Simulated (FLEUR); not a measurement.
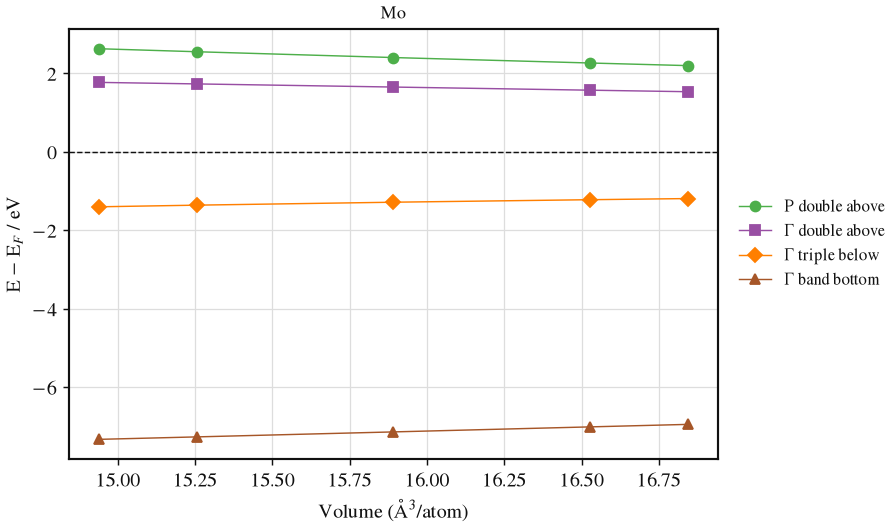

Levels at named k points against volume, from the Fermi level of each run. Each is named by its point, its degeneracy (spin aside) and its side of the Fermi level at the middle volume, where it is the nearest level on that side; the band bottom is the lowest valence level above the core-like shells.

System: bcc Mo, space group Im-3m, 1 atom in the primitive cell. The cell is scaled at fixed shape and fractional positions; at the middle volume, cubic a = 3.168 Å. Method: LDA, all-electron, no spin polarisation, no spin-orbit coupling, 12×12×12 k mesh, Fermi-Dirac smearing of 0.05 eV (FLEUR MaX-R8.1 (later development tree)).

Q: How does each level move against the Fermi level from 14.94 Å³/atom to 16.85 Å³/atom?

A: P double above goes from +2.63 to +2.19 eV, Γ double above goes from +1.77 to +1.53 eV, Γ triple below goes from −1.40 to −1.19 eV and Γ band bottom goes from −7.33 to −6.95 eV.

Q: How does the occupied bandwidth scale with volume?

A: The Fermi level lies 7.33 eV above the band bottom at the smallest volume and 6.95 eV at the largest, a power law of about V^−0.45.

Q: Does any of these levels cross the Fermi level?

A: No: each stays on its side over the whole range; the nearest approach is 1.19 eV.

| volume | P double above (eV) | Γ double above (eV) | Γ triple below (eV) | Γ band bottom (eV) |
| --- | --- | --- | --- | --- |
| 14.94 Å³/atom | 2.63 | 1.77 | −1.40 | −7.33 |
| 15.26 Å³/atom | 2.55 | 1.73 | −1.36 | −7.27 |
| 15.89 Å³/atom | 2.40 | 1.65 | −1.29 | −7.14 |
| 16.53 Å³/atom | 2.26 | 1.57 | −1.22 | −7.01 |
| 16.85 Å³/atom | 2.19 | 1.53 | −1.19 | −6.95 |

The Fermi level is that of this mesh and smearing.
